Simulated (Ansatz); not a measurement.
# Energy of CuO along an even scaling of the cell

System: CuO (P6₃/mmc, 4 atoms in the cell).
Method: Kohn-Sham DFT of a periodic cell, PBE, all-electron LAPW, scalar-relativistic, no spin polarisation (Ansatz 0.2.0).

The 7 runs differ only in the geometry, by an even scaling of the cell at fixed fractional positions. The structure was built on a prototype by a generator; it need not be a known phase.

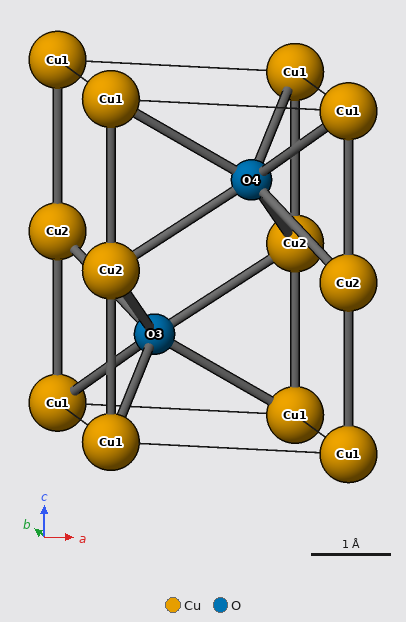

Figure 1. The structure of run 4 (ball-and-stick view of the cell of the calculation, seen slightly off an axis; atoms are numbered from 1 in the order of the input).

## Input of run 4
```yaml
crystal:
  lattice:
    - [3.1795331, 0.0, 0.0]
    - [-1.58976655, 2.75355644, 0.0]
    - [0.0, 0.0, 4.43149073]
  atoms:
    - { symbol: Cu, position: [0.0, 0.0, 0.0] }
    - { symbol: Cu, position: [0.0, 0.0, 0.5] }
    - { symbol: O, position: [0.3333333333, 0.6666666667, 0.25] }
    - { symbol: O, position: [0.6666666667, 0.3333333333, 0.75] }
kpoints:
  mp_grid: { grid: [10, 10, 6] }
scf:
  occupations: { method: fermi_dirac, width: 0.05 }
hamiltonian:
  xc: pbe
  pseudopotentials: { kind: all_electron, lapw: { basis_error: 0.001 } }
output:
  forces: true
  stress: true
  eigenvalues: true
```

Command:
```bash
ansatz run input.yaml --threads 2 --pin off --max-ram 6144MiB --backend cpu --events-out ev --progress --plain --runs-dir out
```

Run 3 differs from it as follows:
```diff
-    - [3.1795331, 0.0, 0.0]
-    - [-1.58976655, 2.75355644, 0.0]
-    - [0.0, 0.0, 4.43149073]
+    - [3.1581933087, 0.0, 0.0]
+    - [-1.5790966543, 2.7350756386, 0.0]
+    - [0.0, 0.0, 4.4017482853]
```

## Results, with one run withheld

```csv
run,volume per atom (Å³),"free energy per atom, from the lowest run given (meV)",pressure (GPa)
1,9.117,52.34,19.94
2,9.311,31.34,14.84
3,9.505,?,?
4,9.699,6.28,6.19
5,9.893,1.04,2.53
6,10.087,0.00,−0.74
7,10.281,2.70,−3.67
```

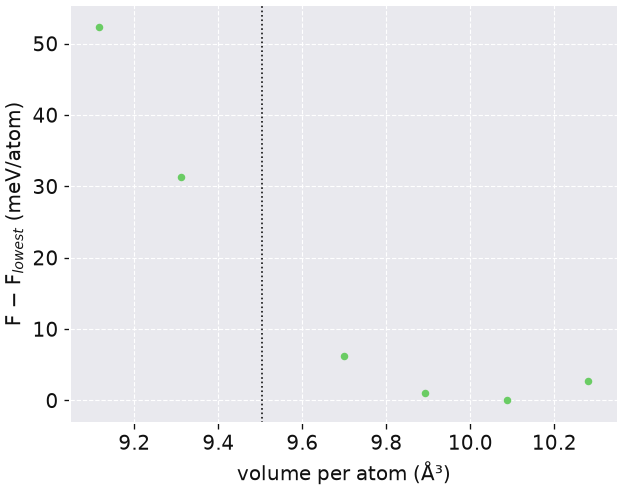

Figure 2. Free energy per atom of the runs given; the dotted line marks run 3.

Estimate the energy of run 3 from the others.

A cubic polynomial in V^(−2/3) (the Birch–Murnaghan form), fitted to the 6 runs given, misses them by under 0.01 meV per atom. With x = V^(−2/3) − 0.21961 Å⁻², it reads F = 5.612 + 2416 x + 2.5706e+05 x² + 4.2286e+05 x³ (meV per atom). At run 3 it gives 16.19 meV per atom, and the run itself gives 16.20. The slope of the fit gives a pressure −dF/dV of 10.27 GPa there, and the run prints 10.27 GPa. The fit has its minimum at 10.041 Å³ per atom, where V d²F/dV² gives 164 GPa. Cell shape and fractional positions are held, so this is the stiffness under even scaling; the relaxed bulk modulus wasn't computed.

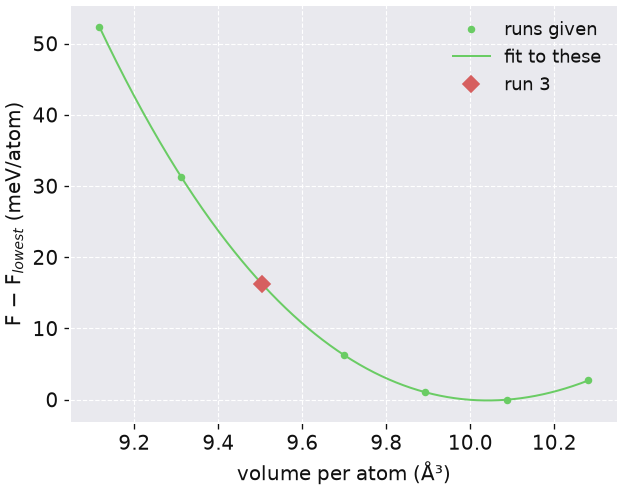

Figure 3. The fit and the withheld run.

## Output, shortened to warnings, some set-up lines, iterations and results (run 3)
```
Basis set: ecut = 416.88963396039674 eV, 723 PW (Γ), exchange–correlation at level 2
Symmetry: 24 space group operations
k-points: 56 of 600
Initial density: superposition of atomic densities (chi_scale 0.1, normalization cell, long waves kept (reshape's long-wave potential 0.00 eV rms))
[...]
SCF iter   1: F=—  HF=-94166.604175 eV  |F-HF|=—  |Δ(HF+E_count)|=         —  Δρ=1.45e-1  dr2=9.65e0  ethr=1.79e-2  ⟨swp⟩=2.0  Hψ=11879  notcnv=0
SCF iter   2: F=—  HF=-94167.758684 eV  |F-HF|=—  |Δ(HF+E_count)|=    1.15e0  Δρ=8.51e-2  dr2=2.97e0  ethr=1.79e-2  ⟨swp⟩=3.0  Hψ=5716  notcnv=0
SCF iter   3: F=—  HF=-94161.160194 eV  |F-HF|=—  |Δ(HF+E_count)|=    6.60e0  Δρ=2.21e-2  dr2=2.23e-1  ethr=4.13e-4  ⟨swp⟩=2.0  Hψ=9669  notcnv=0
SCF iter   4: F=—  HF=-94161.031920 eV  |F-HF|=—  |Δ(HF+E_count)|=         —  Δρ=2.13e-2  dr2=2.34e-1  ethr=4.13e-4  ⟨swp⟩=2.0  Hψ=5656  notcnv=0
SCF iter   5: F=—  HF=-94161.015379 eV  |F-HF|=—  |Δ(HF+E_count)|=   1.65e-2  Δρ=4.55e-3  dr2=2.65e-3  ethr=4.13e-4  ⟨swp⟩=2.0  Hψ=5610  notcnv=0
SCF iter   6: F=—  HF=-94161.021378 eV  |F-HF|=—  |Δ(HF+E_count)|=   6.00e-3  Δρ=4.61e-3  dr2=1.06e-2  ethr=4.91e-6  ⟨swp⟩=3.0  Hψ=6365  notcnv=0
SCF iter   7: F=—  HF=-94161.016640 eV  |F-HF|=—  |Δ(HF+E_count)|=   4.74e-3  Δρ=1.74e-3  dr2=1.59e-3  ethr=4.91e-6  ⟨swp⟩=2.0  Hψ=5371  notcnv=0
SCF iter   8: F=—  HF=-94161.015993 eV  |F-HF|=—  |Δ(HF+E_count)|=   6.47e-4  Δρ=2.07e-4  dr2=1.07e-5  ethr=2.95e-6  ⟨swp⟩=2.0  Hψ=5371  notcnv=0
SCF iter   9: F=—  HF=-94161.015990 eV  |F-HF|=—  |Δ(HF+E_count)|=   3.14e-6  Δρ=1.37e-4  dr2=1.02e-5  ethr=1.97e-8  ⟨swp⟩=2.6  Hψ=5441  notcnv=0
SCF iter  10: F=—  HF=-94161.015986 eV  |F-HF|=—  |Δ(HF+E_count)|=   3.92e-6  Δρ=2.43e-5  dr2=3.07e-7  ethr=1.89e-8  ⟨swp⟩=2.0  Hψ=5371  notcnv=0
SCF iter  11: F=-94161.015986 eV  HF=-94161.015986 eV  |F-HF|=3.11e-8  |Δ(HF+E_count)|=   1.66e-8  Δρ=6.75e-6  dr2=1.80e-8  ethr=5.69e-10  ⟨swp⟩=2.1  Hψ=5378  notcnv=0
SCF 1 converged in 11 iterations: F = -94161.015986 eV  dr2 = 1.80e-8
SCF converged after 11 iterations
Free energy (F): -94161.015986 eV
Harris-Foulkes:  -94161.015986 eV  (|F-HF|=3.11e-8)
Internal energy: -94160.988849 eV  (E = F + TS)
E sigma→0 (E₀):  -94161.002417 eV
Entropy (-TS):   -0.027137 eV (-6.784 meV/atom)
Fermi energy:    12.895099 eV
--- Per-component energies (eV) ---
  E_band       = -2780.934340
  E_kinetic    = 95708.947419
  E_xc         = -4144.789803
  E_electrostatic = -185725.146464  (all electrons and nuclei)
  E_smearing   = -0.027137  (= −TS)
  E_closure    = 0.000000  (closes the sum)
  E_atoms      = -94142.871920  (free atoms, spherical and without spin; not in F)
  Σ components = -94161.015986   (vs F -94161.015986, Δ=0.00e0)
  Basis errors (estimates in eV, not in F): energy 2.3e-4 per atom: plane waves 1.8e-4 (9.8e-5 summed), levels above the bands 3.2e-100, relativity 7.4e-8, radial functions 4.7e-5, core shells 2.7e-9; eigenvalues (radial functions only) 1.5e-6; not estimated: angular momenta, meshes, grids; target …
--- Forces (eV/Å), atoms counted from 1 ---
  atom   1  Cu     0.00000000    -0.00000000    -0.00000000
  atom   2  Cu     0.00000000     0.00000000     0.00000000
  atom   3  O     -0.00000000    -0.00000000     0.00000000
  atom   4  O      0.00000000     0.00000000    -0.00000000
  max |Σ_I F_I| component: 9.25e-18 eV/Å
--- Stress (GPa, compression-positive) ---
       -6.221182      -0.000000       0.000000
       -0.000000      -6.221182       0.000000
        0.000000       0.000000      43.260780
  P = ⅓ Tr σ = 10.2728 GPa (102.728 kbar)
```

Notes: The run has no spin polarisation, so a magnetic state may lie lower.
